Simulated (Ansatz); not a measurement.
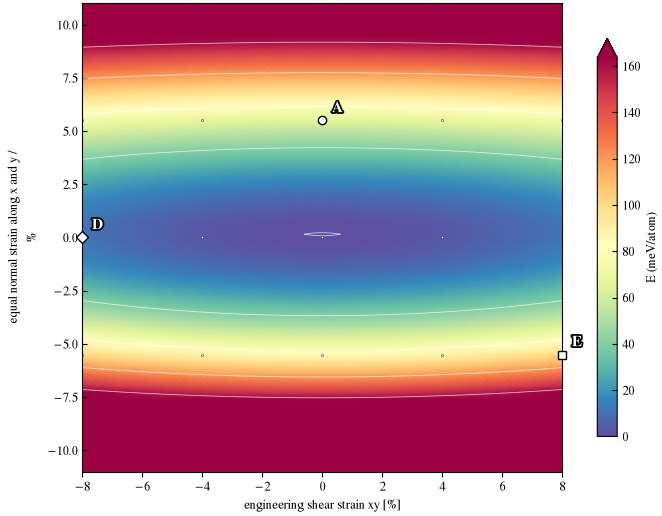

SnO (Pmn2_1, No. 31; 4 atoms in the cell). The energy is mapped over two homogeneous strains (x along [1 0 0], y along [0 1 0], z along [0 0 1] of the conventional cell). First axis: engineering shear strain xy. Second axis: equal normal strain along x and y. Nothing is relaxed (fractional coordinates fixed). The grid has 5 × 5 points; 15 points were computed and 10 follow by symmetry. Points are written as (first, second). Energies: meV/atom, counted from the lowest grid point. The calculation used DFT PBE+D3(BJ), scalar-relativistic, plane waves, PAW (Ansatz). Settings: cutoff 520 eV, k-mesh 8×6×8 in the order of the run's cell vectors, gaussian smearing 0.05 eV, no spin polarisation.

Drawn: a smooth colour map with a few white contour lines, dots at the grid points, one colour for all values above the top of the scale, lettered points. Between grid points the surface is interpolated.

Question: Is E the lowest point of the computed grid?

Answer: No. E lies 100 meV/atom above the lowest grid point, which is at (0 %, 0.0 %).

Question: Rank the lettered points by energy, lowest first.

Answer: D (11 meV/atom), A (65 meV/atom), E (100 meV/atom).

PAW datasets: the set soft_1.
